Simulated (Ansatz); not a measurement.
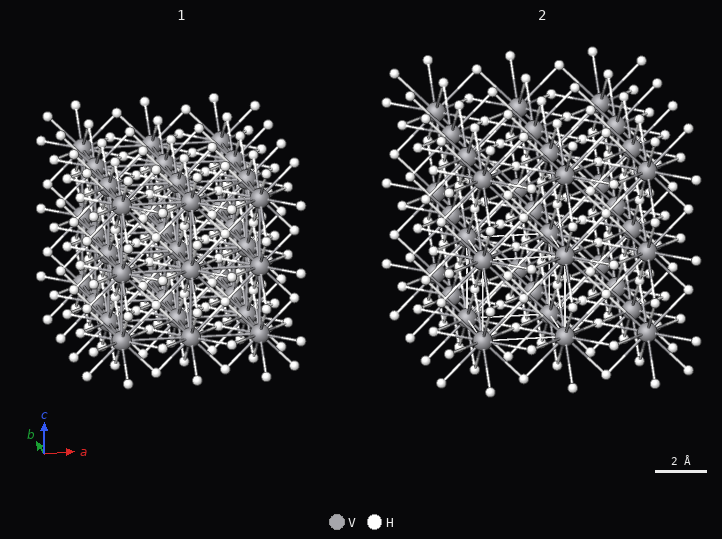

Two geometries of crystalline VH₃ (a generated structure, set up in Pm-3m) (coarse preliminary run), drawn at one scale. One is the start of a relaxation, the other its converged end. A ball-and-stick model of the cell of the calculation, repeated 2 × 3 × 2 with one cell outlined, seen slightly off an axis.

Level of theory: Ansatz 0.2.0, DFT PBE, scalar-relativistic, plane waves, PAW. Set-up: plane-wave cutoff 420 eV; k-point mesh 6 × 6 × 6; occupations gaussian; smearing width 0.1 eV; collinear spin; cell and atoms relaxed; force threshold 0.04 eV/Å; at most 70 steps.

### Which of the two is the end point?

Structure 1 is the relaxed one. The atoms keep their places relative to the cell (all moves are under 0.005 Å). The volume changes by −40.9 %, with a = b = c 3.307 → 2.776 Å (−16.1 %). Near-neighbour distances that change, for instance: V–V 3.307 → 2.776 Å, H–V 2.338 → 1.963 Å. The space group stays Pm-3m (No. 221). After 5 accepted moves (6 points after the start) the energy has fallen by 506 meV per atom. All forces vanish by symmetry, so only the cell relaxes. The pressure goes from −27.76 to −0.35 GPa. At 1 point the geometry stayed and the basis and grid were re-selected for the new cell (energy shift of 2.3 meV per atom at most each time). The run may lie on a higher electronic state than the lowest, so the end point isn't shown to be the ground-state structure.
